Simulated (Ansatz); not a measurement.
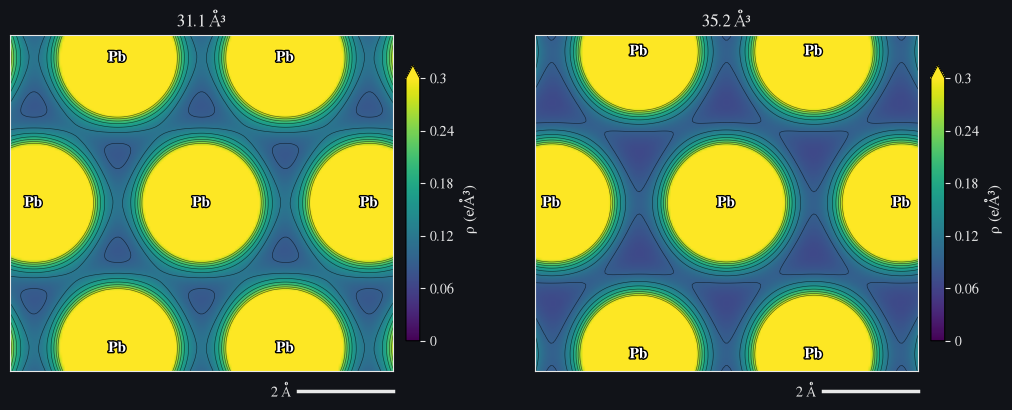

Pb. The valence pseudo-density of cells scaled evenly to different volumes (given per atom above each panel), on the (100) plane of each (indices in the axes of the cell below), at one length scale and on one colour scale.

Method: DFT PBE, scalar-relativistic, plane waves, PAW in Ansatz.

In a PAW calculation such maps are meaningful between the atoms, not at the nuclei.

The largest cell:

```
Pb
1.0
     0.00000    2.60238    2.60238
     2.60238    0.00000    2.60238
     2.60238    2.60238    0.00000
Pb
1
Direct
  0.00000 0.00000 0.00000
```

| volume (Å³/atom) | Pb–Pb contact in the plane (Å) | ρ at its midpoint (e/Å³) | pressure (GPa) | 
| --- | --- | --- | --- |
| 31.08 | 3.529 | 0.115 | 1.3 | 
| 32.04 | 3.565 | ? | ? | 
| 35.25 | 3.680 | 0.093 | −3.1 | 

Question: What values belong in the row with question marks?

Answer: Over the known rows ln ρ falls by 1.41 per Å of Pb–Pb distance (the line through the two), which gives 0.109 e/Å³ at 3.565 Å; the calculation gives 0.109 e/Å³. For the pressure, a straight line in volume between the neighbouring rows gives 0.3 GPa; the calculation gives 0.0.
